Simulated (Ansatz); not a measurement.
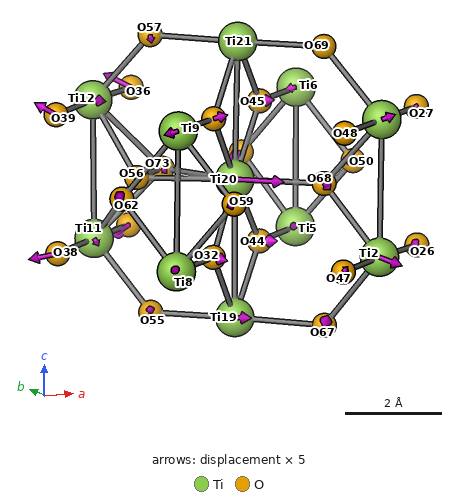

A relaxation of a defect cell of composition Ti24O49 (cell charge +1). The starting structure is drawn; purple arrows show the displacements, magnified 5 times.

A ball-and-stick model of the atoms within 4.2 Å of the atom that moves most (axes of the cell of the calculation (origin shifted)), seen slightly off an axis.

Theory: DFT, PBEsol, PAW, plane waves in Ansatz. (plane-wave cutoff 420 eV; k-point mesh 1 × 1 × 1; mesh shifted by (0.25, 0.25, 0.25); collinear spin; atoms relaxed in a fixed cell; force threshold 0.03 eV/Å; at most 80 steps)

**Atoms of which element are displaced furthest, and by how much?**

Titanium: up to 0.23 Å, against 0.15 Å for oxygen.

**What did the optimiser do to the structure, and how much energy did it gain?**

The largest move is that of a Ti atom, 0.23 Å along [1 −1 0]. Largest moves by element: Ti 0.23 Å, O 0.15 Å. The cell doesn't change. Near-neighbour distances that change, for instance: O–Ti 2.037 → 1.828 Å, O–Ti 2.054 → 2.258 Å, O–Ti 2.075 → 2.259 Å, O–Ti 1.941 → 2.039 Å. Bond angles that change, for instance: Ti–O–O 68.5° → 71.5°, Ti–O–Ti 129.0° → 131.9°. Over 6 geometry steps the energy falls by 1.125 eV per cell of the calculation. Largest force component: 1.3 eV/Å at the start, 0.029 eV/Å at the end. The program noted that the starting moments weren't kept. Cost: 15 s on 1 × NVIDIA GB300 Max-Q with 8 threads of Arm Neoverse-V2, peak memory 2 GiB.

Limits of the set-up: the cell is charged, on a uniform background, and energies carry no finite-size correction.
